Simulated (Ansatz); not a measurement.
# From LDA to G0W0: ZnPS3 (C2/m)

How far does one-shot GW move the LDA gap of ZnPS3 (C2/m)?

Program: Ansatz 0.2.0. Level of theory: LDA, then G0W0 on it, plane waves, PAW. Results are calculated unless marked as measured.

## (1) Set-up

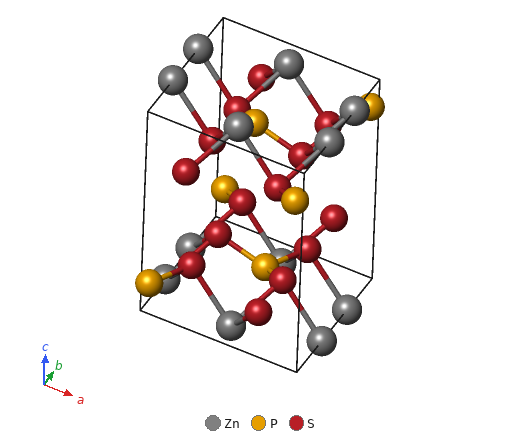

The cell as given, slightly off an axis (zinc grey, phosphorus orange, sulfur red). This picture shows the conventional cell, with its axes. Some periodic images of atoms are drawn too.

Structure file:

```cif
data_structure
_symmetry_space_group_name_H-M 'C2/m'
_symmetry_Int_Tables_number 12
_cell_length_a 6.0108
_cell_length_b 10.4102
_cell_length_c 7.4926
_cell_angle_alpha 90.000
_cell_angle_beta 105.367
_cell_angle_gamma 90.000
_cell_volume 452.08
loop_
_atom_site_label
_atom_site_type_symbol
_atom_site_symmetry_multiplicity
_atom_site_Wyckoff_symbol
_atom_site_fract_x
_atom_site_fract_y
_atom_site_fract_z
_atom_site_occupancy
Zn1 Zn 4 g 0.50000 0.83304 0.00000 1
P1 P 4 i 0.94927 0.00000 0.84698 1
S1 S 8 j 0.76157 0.16446 0.77620 1
S2 S 4 i 0.74503 0.00000 0.22360 1
```

The start is a structure from the Materials Project. The default PAW set here is soft_2. Its files were made with PBE.

## (2) Relaxation

The structure is relaxed first.

This step: DFT, LDA, plane waves, PAW.

input.yaml

```yaml
crystal:
  lattice:
    - [3.005392, -5.205118, 0.0]
    - [3.005392, 5.205118, 0.0]
    - [-1.985592, 0.0, 7.224701]
  atoms:
    - { symbol: Zn, position: [0.666959, 0.333041, 0.0] }
    - { symbol: Zn, position: [0.333041, 0.666959, 0.0] }
    - { symbol: P, position: [0.949275, 0.949275, 0.846983] }
    - { symbol: P, position: [0.050725, 0.050725, 0.153017] }
    - { symbol: S, position: [0.597109, 0.926025, 0.776199] }
    - { symbol: S, position: [0.073975, 0.402891, 0.223801] }
    - { symbol: S, position: [0.745031, 0.745031, 0.223597] }
    - { symbol: S, position: [0.254969, 0.254969, 0.776403] }
    - { symbol: S, position: [0.402891, 0.073975, 0.223801] }
    - { symbol: S, position: [0.926025, 0.597109, 0.776199] }
kpoints:
  mp_grid: { grid: [4, 4, 4] }
hamiltonian:
  xc: lda
scf:
  occupations: { method: fermi_dirac, width: 0.02 }
relax:
  f_tol: 0.01
  max_steps: 80
  cell: {}
```

Launch:

```bash
ansatz run input.yaml --threads 8 --pin off --max-ram 55296MiB --backend cuda --events-out ev --progress --plain --runs-dir out --devices 1 --max-vram 24GiB
```

Numbers of over 12 decimals in the logs are rounded to 6 here.

The program printed:

```text
GPUs: using 1 of 1 available (devices: 1).
Engine: ansatz 0.2.0, x86_64-unknown-linux-gnu
Pseudopotentials: kind: paw
Pseudopotential: Zn, paw, valence charge 12, recommended cutoff 420 eV (normal), Zn.paw.azcp
Pseudopotential: P, paw, valence charge 5, recommended cutoff 420 eV (normal), P.paw.azcp
Pseudopotential: S, paw, valence charge 6, recommended cutoff 420 eV (normal), S.paw.azcp
Functional definition: SPW92
  exchange = slater_x
  correlation = pw_c
device memory: the entry about to start is reckoned to put 3.1 GiB on a device that reports 78.6 GiB free (of which the cap on the GPU budget leaves the run 24.0 GiB)
GPU FFT provider: cuFFT
GPU libraries: cuBLAS 13.8.2, cuFFT 12.4.0, cuSOLVER 12.3.4
Crystal: 10 atoms, lattice volume = 226.038 Å³
Basis set: ecut = 420 eV, 4363 PW (Γ)
Bands: 45, of which v1, the nominal top of the filled ones, is band 35 counted from 1 (34 counted from 0)
Symmetry: 4 space group operations
Space group: C2/m (ITA 12), of the structure as read, at distance tolerance 6.1e-5 Å
k-points: 24 of 64
Non-local potential: Zn, projectors of the file, l = 0: 2, l = 1: 2, l = 2: 3, l = 3: 1
Non-local potential: P, projectors of the file, l = 0: 2, l = 1: 2, l = 2: 2
Non-local potential: S, projectors of the file, l = 0: 2, l = 1: 2, l = 2: 2
PAW form: soft (Blöchl's): semilocal exchange-correlation on the pseudo side does not see the compensation charge
PAW frozen core: Zn, regenerated for the run's functional, and the local potential with it (the file was generated under x = pbe(κ = 0.804, μ = 0.219515), c = pbe(β = 0.066725))
PAW frozen core: P, regenerated for the run's functional, and the local potential with it (the file was generated under x = pbe(κ = 0.804, μ = 0.219515), c = pbe(β = 0.066725))
PAW frozen core: S, regenerated for the run's functional, and the local potential with it (the file was generated under x = pbe(κ = 0.804, μ = 0.219515), c = pbe(β = 0.066725))
PAW one-centre angular grid: Zn, 590 points (default); XC on 64 Gauss nodes
PAW one-centre angular grid: P, 110 points (default); XC on 64 Gauss nodes
PAW one-centre angular grid: S, 110 points (default); XC on 64 Gauss nodes
Initial density: superposition of atomic densities (neutral atoms: chi_scale 0, normalization atom), corrected by the library's trained network
Initial wavefunctions: pseudopotential atomic-orbital guess
GPU buffer pool allocated for 109350 grid points (all kernels)
GPU transforms: local potential and band sums: pruned to the plane-wave sphere, on 45×45×54
Functional: x = slater, c = lda
SCF iter   1: F=—  HF=-13165.528751 eV  |F-HF|=—  |Δ(HF+E_count)|=         —  Δρ=5.82e-3  dr2=7.58e-2  ethr=1.77e-3  ⟨swp⟩=11.7  Hψ=6673  notcnv=0
preconditioner: auto → Resta (q_TF=auto, 2.244 Å⁻¹)  ε∞=5.3  [insulator: Δε(μ)=1.923 eV  Ē_g=9.912 eV  σ=0.020 eV  W_gap=1.00  n_scr=42 (ndim 8)  ℏωp=20.7 eV  f_vac=0.134  D(μ)=0.00/eV (n_scr^D=0)  ε∞_Penn≈5.3]
SCF iter   2: F=—  HF=-13165.512433 eV  |F-HF|=—  |Δ(HF+E_count)|=   1.63e-2  Δρ=2.91e-3  dr2=1.84e-2  ethr=1.08e-4  ⟨swp⟩=3.2  Hψ=2284  notcnv=0  defer=79
SCF iter   3: F=—  HF=-13165.509425 eV  |F-HF|=—  |Δ(HF+E_count)|=   3.01e-3  Δρ=1.42e-3  dr2=3.40e-3  ethr=2.63e-5  ⟨swp⟩=2.8  Hψ=1844  notcnv=0  defer=96
SCF iter   4: F=—  HF=-13165.508098 eV  |F-HF|=—  |Δ(HF+E_count)|=   1.33e-3  Δρ=3.69e-4  dr2=4.99e-4  ethr=4.86e-6  ⟨swp⟩=2.0  Hψ=1715  notcnv=0  defer=96
SCF iter   5: F=—  HF=-13165.508062 eV  |F-HF|=—  |Δ(HF+E_count)|=   3.60e-5  Δρ=1.54e-4  dr2=1.05e-4  ethr=7.13e-7  ⟨swp⟩=3.3  Hψ=2113  notcnv=0  defer=96
SCF iter   6: F=—  HF=-13165.508147 eV  |F-HF|=—  |Δ(HF+E_count)|=   8.46e-5  Δρ=5.61e-5  dr2=2.05e-5  ethr=1.51e-7  ⟨swp⟩=2.5  Hψ=1720  notcnv=0  defer=96
SCF iter   7: F=—  HF=-13165.508172 eV  |F-HF|=—  |Δ(HF+E_count)|=   2.49e-5  Δρ=1.60e-5  dr2=1.04e-6  ethr=2.92e-8  ⟨swp⟩=2.7  Hψ=1963  notcnv=0  defer=96
SCF iter   8: F=-13165.508172 eV  HF=-13165.508172 eV  |F-HF|=1.88e-9  |Δ(HF+E_count)|=   3.65e-7  Δρ=4.06e-6  dr2=4.49e-8  ethr=1.43e-10  ⟨swp⟩=3.8  Hψ=5101  notcnv=0
SCF 1 converged in 8 iterations: F = -13165.508172 eV  dr2 = 4.49e-8
  greatest PAW one-centre occupation: 0.988 electrons in one spin orbital (limit 2), on the Zn atom at site 1 (counted from 0), in its partial waves of l = 2
relax step   1: F+E_penalty+E_count = -13165.50817232 eV  Δ(F+E_penalty+E_count) = +0.000e0 eV  max|allowed force component| = 3.478e-1 eV/Å  Δτ_max = 0.0000 Å  P = -3.983 GPa  Ω = 226.038 Å³  (8 SCF iters, dr2 threshold 1.00e-7 eV, accepted)
[... from here on, the SCF cycles and remarks between the steps are left out ...]
relax step   2: F+E_penalty+E_count = -13165.72378376 eV  Δ(F+E_penalty+E_count) = -2.156e-1 eV  max|allowed force component| = 2.326e-1 eV/Å  Δτ_max = 0.0934 Å  P = +0.032 GPa  Ω = 201.456 Å³  energy of the carried Pulay correction = +4.312e-3 eV  (7 SCF iters, dr2 threshold 1.00e-6 eV, accepted)
relax step   3: F+E_penalty+E_count = -13165.81455520 eV  Δ(F+E_penalty+E_count) = -9.077e-2 eV  max|allowed force component| = 3.346e-2 eV/Å  Δτ_max = 0.0306 Å  P = +0.060 GPa  Ω = 199.110 Å³  energy of the carried Pulay correction = +4.750e-3 eV  (6 SCF iters, dr2 threshold 1.00e-6 eV, accepted)
relax step   4: F+E_penalty+E_count = -13165.87440914 eV  Δ(F+E_penalty+E_count) = -5.985e-2 eV  max|allowed force component| = 1.340e-1 eV/Å  Δτ_max = 0.0706 Å  P = +0.389 GPa  Ω = 190.082 Å³  energy of the carried Pulay correction = +6.480e-3 eV  (7 SCF iters, dr2 threshold 1.00e-6 eV, accepted)
relax step   5: F+E_penalty+E_count = -13165.87451253 eV  Δ(F+E_penalty+E_count) = -1.034e-4 eV  max|allowed force component| = 1.333e-1 eV/Å  Δτ_max = 0.0003 Å  P = +0.389 GPa  Ω = 190.064 Å³  energy of the carried Pulay correction = +6.484e-3 eV  (2 SCF iters, dr2 threshold 1.00e-6 eV, accepted)
relax step   6: F+E_penalty+E_count = -13165.87498651 eV  Δ(F+E_penalty+E_count) = -4.740e-4 eV  max|allowed force component| = 3.644e-2 eV/Å  Δτ_max = 0.0819 Å  P = +0.503 GPa  Ω = 182.595 Å³  energy of the carried Pulay correction = +7.974e-3 eV  (6 SCF iters, dr2 threshold 1.00e-6 eV, rejected (line search))
relax step   7: F+E_penalty+E_count = -13165.88789508 eV  Δ(F+E_penalty+E_count) = -1.338e-2 eV  max|allowed force component| = 4.079e-2 eV/Å  Δτ_max = 0.0423 Å  P = -0.245 GPa  Ω = 188.131 Å³  energy of the carried Pulay correction = +6.864e-3 eV  (10 SCF iters, accepted)
relax step   8: F+E_penalty+E_count = -13165.88926128 eV  Δ(F+E_penalty+E_count) = -1.366e-3 eV  max|allowed force component| = 4.249e-3 eV/Å  Δτ_max = 0.0082 Å  P = +0.003 GPa  Ω = 186.795 Å³  energy of the carried Pulay correction = +7.129e-3 eV  (5 SCF iters, dr2 threshold 2.34e-7 eV, accepted)
relax step   9: F+E_penalty+E_count = -13165.88466986 eV  Δ(F+E_penalty+E_count) = +4.591e-3 eV  max|allowed force component| = 4.292e-3 eV/Å  Δτ_max = 0.0000 Å  P = -0.007 GPa  Ω = 186.795 Å³  stress off target by 2.35e-2 GPa  SCF on the basis re-selected at this cell (its energy is not comparable with the rows above)  (7 SCF iters)
basis re-selected at this cell: Δ(F+E_penalty+E_count) = +4.591e-3 eV, ΔP = -0.011 GPa vs the last step (what re-selecting the basis moved, of the pressure what is left beyond the Pulay correction that the steps carried, after the strain that the cell walked since its last selection, with what the two solves' SCF thresholds leave and, on support functions, any second-order correction that the steps lacked; it is no measure of the basis error at this ecutwfc). The dense FFT grid was sized anew with the basis: this SCF ran on 40×40×45 points, the steps before it on 45×45×54, so part of this shift can come from that change (see relax.cell in the input reference). [rest of the remark cut]
SCF converged after 7 iterations
Free energy (F): -13165.884670 eV
Harris-Foulkes:  -13165.884670 eV  (|F-HF|=1.46e-11)
Internal energy: -13165.884670 eV  (E = F + TS)
E sigma→0 (E₀):  -13165.884670 eV
Fermi energy:    7.221774 eV
--- Per-component energies (eV) ---
  E_band       = 7.345470
  E_kinetic    = 1057.408033
  E_local      = -5443.555814  (includes V_loc(G=0)·N_el)
  E_nonlocal   = 1485.164643
  E_hartree    = 2260.326002
  E_xc         = -973.565999
  E_vxc        = -758.793886  (∫ρ·V_xc dr)
  E_paw        = -8009.908425  (= ΣΔE_a)
  E_vpaw       = -853.528617  (= ΣTr[D̂ρ^β])
  E_aug_tail   = -0.000723  (compensation charges beyond the density's cutoff)
  E_ewald      = -3546.020559
  E_core_change = 4.268171  (= ΣΔE_core)
  E_smearing   = -0.000000  (= −TS)
  E_closure    = -0.000000  (closes the sum)
  Σ components = -13165.884670   (vs F -13165.884670, Δ=0.00e0)
--- Forces (eV/Å), atoms counted from 1 ---
  atom   1  Zn     0.00000000     0.00331793     0.00000000
  atom   2  Zn     0.00000000    -0.00331793    -0.00000000
  atom   3  P     -0.00423883     0.00000000    -0.00429169
  atom   4  P      0.00423883    -0.00000000     0.00429169
  atom   5  S      0.00342720     0.00277065    -0.00215828
  atom   6  S     -0.00342720     0.00277065     0.00215828
  atom   7  S      0.00248258     0.00000000    -0.00037046
  atom   8  S     -0.00248258    -0.00000000     0.00037046
  atom   9  S     -0.00342720    -0.00277065     0.00215828
  atom  10  S      0.00342720    -0.00277065    -0.00215828
  max |Σ_I F_I| component: 0.00e0 eV/Å
--- Stress (GPa, compression-positive) ---
        0.018236      -0.000000      -0.004155
       -0.000000      -0.017607      -0.000000
       -0.004155      -0.000000      -0.023102
  P = ⅓ Tr σ = -0.0075 GPa (-0.075 kbar)
--- Band table (eV; the first three rows and the last of 24) ---
  k-point 0: bands = [... 31 lower, 5.2865, 5.3717, 5.7875, 5.8383, 8.2934, 9.4091, 9.5148, 9.8313, ... 6 higher]
  k-point 1: bands = [... 31 lower, 5.2867, 5.2873, 5.8429, 5.8566, 8.5698, 9.4550, 9.8116, 9.8369, ... 6 higher]
  k-point 2: bands = [... 31 lower, 5.2192, 5.2978, 5.8545, 5.9190, 8.7755, 9.4021, 9.6526, 9.7603, ... 6 higher]
  k-point 23: bands = [... 31 lower, 4.4778, 5.2275, 5.6937, 5.7916, 8.9629, 9.1378, 9.4833, 9.7070, ... 6 higher]
--- Relaxed structure (8 steps of the walk, 7 accepted, 1 SCFs on fresh bases) ---
  F+E_penalty+E_count = -13165.88466986 eV   max|allowed force component| = 4.292e-3 eV/Å   (the final SCF, on the basis selected at the relaxed cell)
  cell:  # Å, volume = 186.7950 Å³
    - [2.924144, -5.068634, 0.0002131]
    - [2.924144, 5.068634, 0.0002131]
    - [-1.931401, 1.235409984781381e-16, 6.301383]
  atoms:
    - { symbol: Zn, position: [0.667482, 0.332518, -1.3552527156068805e-19] }
    - { symbol: Zn, position: [0.332518, 0.667482, -2.981555974335137e-19] }
    - { symbol: P, position: [0.942036, 0.942036, 0.826534] }
    - { symbol: P, position: [0.057964, 0.057964, 0.173466] }
    - { symbol: S, position: [0.580155, 0.916420, 0.748760] }
    - { symbol: S, position: [0.083580, 0.419845, 0.251240] }
    - { symbol: S, position: [0.746594, 0.746594, 0.250594] }
    - { symbol: S, position: [0.253406, 0.253406, 0.749406] }
    - { symbol: S, position: [0.419845, 0.083580, 0.251240] }
    - { symbol: S, position: [0.916420, 0.580155, 0.748760] }
```

It took 5.7 s on 1 × NVIDIA H100 80GB HBM3 with 8 threads of AMD EPYC 7R13 (Zen 3), shared host; peak memory 1 GiB; 14 s of CPU time.

The steps of the relaxation:

```
step  energy less that of the first step (eV)  largest force component (eV/Å)  pressure (GPa)  volume (Å³)
   1                                   0.0000                          0.3478           -3.98       226.04
   2                                  -0.2156                          0.2326            0.03       201.46
   3                                  -0.3064                          0.0335            0.06       199.11
   4                                  -0.3662                          0.1340            0.39       190.08
   5                                  -0.3663                          0.1333            0.39       190.06
   6                                  -0.3668                          0.0364            0.50       182.59
   7                                  -0.3797                          0.0408           -0.25       188.13
   8                                  -0.3811                          0.0042            0.00       186.80
  9*                                  -0.3765                          0.0043           -0.01       186.80
```

Relaxation steps marked * repeat the geometry before them on a plane-wave basis chosen anew for their cell, so energy and pressure can jump there. Relaxation step 6 was tried and not accepted.

Forces are held to the 4 operations that the run works with; a distortion that breaks them can't arise in this run.

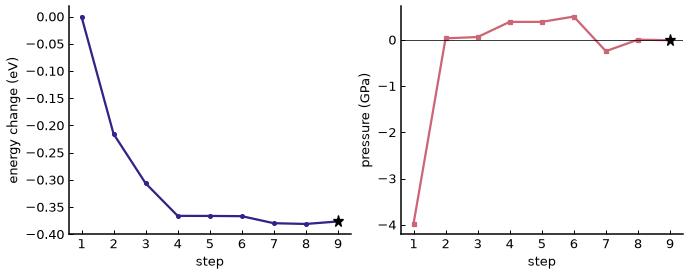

Energy and pressure along the relaxation. Stars mark steps on a basis chosen anew.

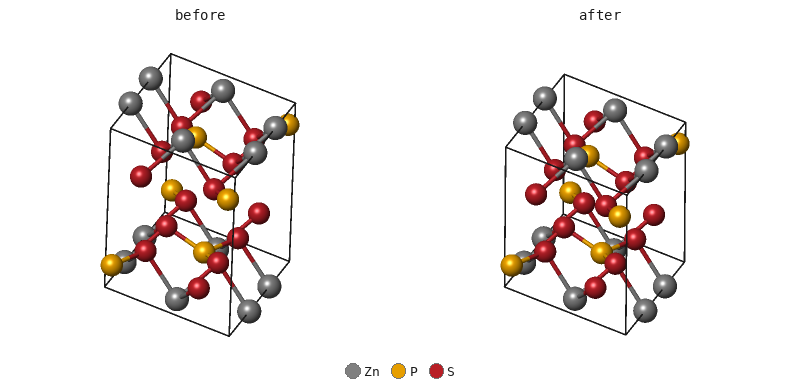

Before and after, at one scale.

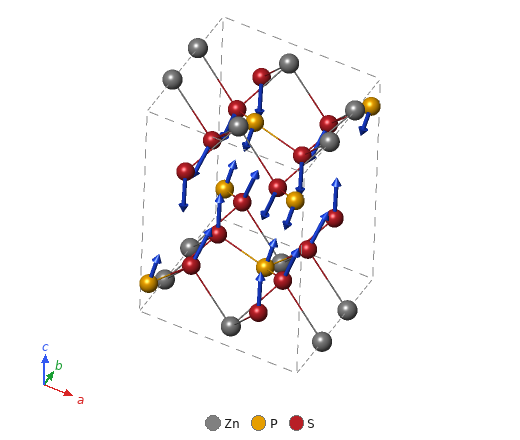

Displacements in the relaxation, exaggerated, measured against the changing cell; the longest in the cell stands for 0.18 Å. Some periodic images of atoms are drawn too.

```
     cell as run  before   after   change
           a (Å)   6.010   5.852   -2.6 %
           b (Å)   6.010   5.852   -2.6 %
           c (Å)   7.493   6.591  -12.0 %
           α (°)   97.61   98.42   +0.8 %
           β (°)   97.61   98.42   +0.8 %
           γ (°)  120.00  120.04   +0.0 %
volume (Å³/atom)   22.60   18.68  -17.4 %
```

The atoms that moved most (Å, as changes of fractional coordinates times the final cell):

```
atom      dx      dy      dz  length
  S5  -0.025   0.037  -0.173   0.179
 S10  -0.025  -0.037  -0.173   0.179
  S9   0.025  -0.037   0.173   0.179
  S6   0.025   0.037   0.173   0.179
  S7  -0.043   0.000   0.170   0.175
  S8   0.043   0.000  -0.170   0.175
  P3  -0.003   0.000  -0.129   0.129
  P4   0.003   0.000   0.129   0.129
```

The program's warnings for this run: band table not solved further.

[end of part 1 of 3]

[Paths, hosts, dates, memory and timing lines, banners, echoed tables and standing remarks are left out of the program output.]

[Logs are printed without paths, hosts, clocks, repeated set-up lines and the standing remarks that a program may print on its own settings, such as how far it seeks lower states.]

[Runs of the session that timed out or met a known fault of the program may be left out.]

[Cells called generated may have been cut or substituted from an entry of the Crystallography Open Database or the Materials Project.]

[Hosts, paths, dates, database ids (printed as entryN), source tags and the programs' standing remarks are cut or masked in the printed files.]

[Where an RPA ε∞ is given, it is that of the G0W0 mesh and is not shown converged in it. Names of k-points follow the symmetry that the program found, which can be lower than the space group named. Band edges on a path are those of the sampled points; other points can move an edge, and change direct to indirect where valleys lie close.]

[Hybrid gaps are those of their k-mesh and are not shown converged in it.]
